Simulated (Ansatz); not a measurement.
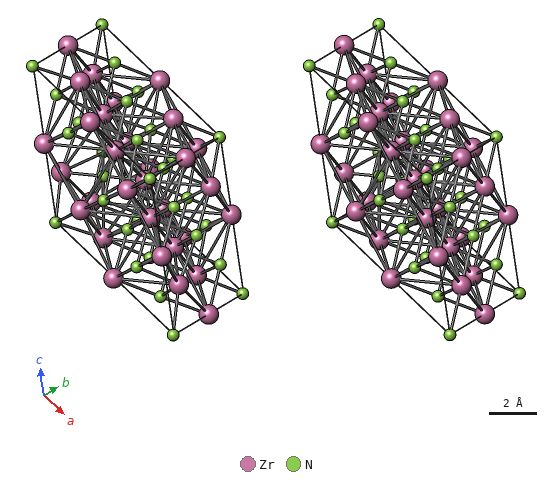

Two geometries of a defect cell of composition Zr16N15 (started half-way along a vacancy jump, in the symmetry of that start), drawn at one scale. One is the start of a relaxation, the other its converged end. The picture is a ball-and-stick view of the cell of the calculation (origin shifted), seen slightly off an axis.

All numbers below come from Ansatz 0.2.0, DFT PBE, scalar-relativistic, plane waves, PAW. Settings: plane-wave cutoff 420 eV; k-point mesh 4 × 4 × 4; occupations gaussian; smearing width 0.1 eV; no spin polarisation; atoms relaxed in a fixed cell; force threshold 0.02 eV/Å; at most 60 steps.

**Which geometry has the lower energy?**

The left one is the relaxed one. The largest moves, 0.32 Å, are those of Zr atoms. Largest moves by element: Zr 0.32 Å, N 0.10 Å. The cell doesn't change. Among the contacts that change: Zr–Zr 3.249 → 3.881 Å, N–Zr 1.624 → 1.940 Å, Zr–Zr 3.249 → 3.013 Å, Zr–Zr 3.249 → 3.089 Å. Among the angles between lasting bonds that change: Zr–N–Zr 90.0° → 83.9°, Zr–N–Zr 90.0° → 84.8°, Zr–N–Zr 180.0° → 174.9°. Over 5 geometry steps the energy falls by 4.605 eV per cell of the calculation. The largest force component goes from 12 to 0.0086 eV/Å. The run took 2.6 min on 4 threads of Intel(R) Xeon(R) Processor @ 2.30GHz, on a shared host, peak memory 2 GiB.

Limits of the set-up: the cell has an odd number of electrons but was run without spin polarisation; the periodic images lie only 8.0 Å apart, so the values are limited by the cell's size.
